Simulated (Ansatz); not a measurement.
## Electronic structure of Ga16O25 (cell with a defect) in real space

```
Ga O
1.0
    -4.82909   -1.54163   -5.71515
    -6.22706    4.62490   -0.00623
     1.39797    6.16653   -5.70892
Ga O
16 25
Direct
  0.64713 0.65731 0.67152
  0.90080 0.40172 0.42322
  0.14847 0.15569 0.16916
  0.39633 0.91736 0.91256
  0.57647 0.10950 0.07795
  0.83958 0.84527 0.81394
  0.10030 0.57270 0.59278
  0.34915 0.32695 0.34487
  0.46969 0.71278 0.33150
  0.71537 0.47099 0.08305
  0.95988 0.20796 0.83672
  0.21603 0.95710 0.58019
  0.78014 0.03241 0.41592
  0.05771 0.75966 0.19126
  0.27338 0.53799 0.92154
  0.53170 0.28962 0.66831
  0.49095 0.49076 0.76256
  0.74781 0.23194 0.50984
  0.99958 0.98063 0.25909
  0.24658 0.74118 0.00807
  0.73893 0.27154 0.99139
  0.99685 0.01131 0.73604
  0.24926 0.75106 0.49371
  0.49581 0.50843 0.24496
  0.41219 0.93353 0.15290
  0.65976 0.68934 0.90331
  0.90974 0.42837 0.65932
  0.16528 0.17512 0.40384
  0.83252 0.81184 0.59376
  0.09677 0.54327 0.36545
  0.32561 0.31888 0.09970
  0.57240 0.07273 0.84249
  0.06321 0.60378 0.81836
  0.32093 0.33932 0.57561
  0.56863 0.09881 0.31446
  0.81579 0.90775 0.02525
  0.17115 0.14559 0.93725
  0.42477 0.89316 0.68463
  0.67097 0.62811 0.44994
  0.92218 0.37356 0.19739
  0.84007 0.73033 0.15375
```

Level of theory: DFT PBE, scalar-relativistic, plane waves, PAW (Ansatz 0.2.0).

Core electrons are frozen (PAW), and the valence fields are smoothed inside the atomic spheres.

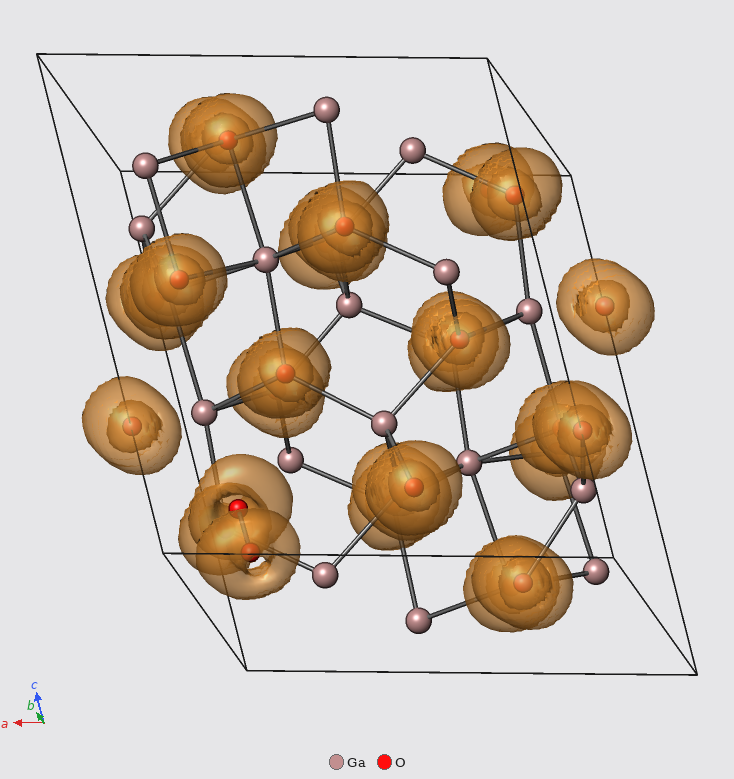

Figure 1. Isosurface of the ELF at 0.75 (orange), seen at an oblique angle. Core shells and regions of very low density are left out. Sticks mark near contacts.

Q: Where are the electrons localised?

A: The surface consists of 25 regions wrapped around O (the valence shell of each), counted in one cell of 41 atoms. Any copies at cell faces, edges or corners count once. Profiles from the grid: O–O (1.46 Å): the ELF peaks at about 0.70 between the atoms. Ga–O (1.83 Å): the ELF peaks at about 0.80 in the valence shell of O, 0.6 Å from its nucleus, and is about 0.40 at the midpoint.

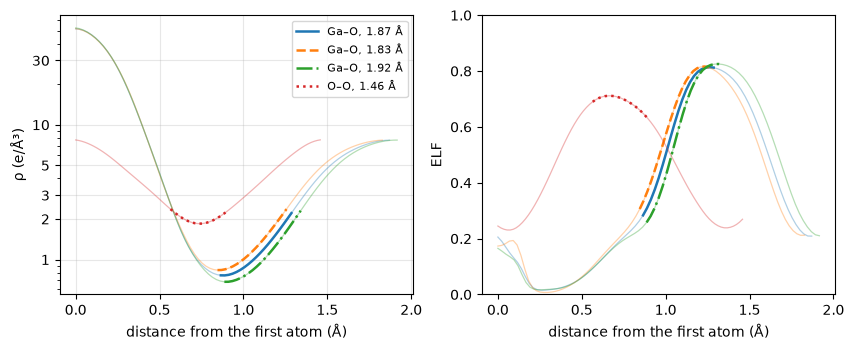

Figure 2. Valence electron density and electron localisation function along straight lines between neighbouring atoms. Thin, pale parts lie inside the atomic spheres.

Q: Compare the contacts.

A: Ga–O (1.87 Å): ρ at the midpoint is about 0.79 e/Å³; the ELF peaks at about 0.80 in the valence shell of O, 0.6 Å from its nucleus, and is about 0.40 at the midpoint.
Ga–O (1.83 Å): the density is about 0.86 e/Å³ at the midpoint; the ELF peaks at about 0.80 in the valence shell of O, 0.6 Å from its nucleus, and is about 0.40 at the midpoint.
Ga–O (1.92 Å): ρ at the midpoint is about 0.71 e/Å³; the ELF peaks at about 0.85 in the valence shell of O, 0.6 Å from its nucleus, and is about 0.35 at the midpoint.
O–O (1.46 Å): ρ at the midpoint is about 1.8 e/Å³; the ELF peaks at about 0.70 between the atoms.

Q: Metal or insulator at this level of theory?

A: It is gapped, with a Kohn–Sham gap of 2.5 eV on the k-point mesh, an upper bound to the gap of this method.
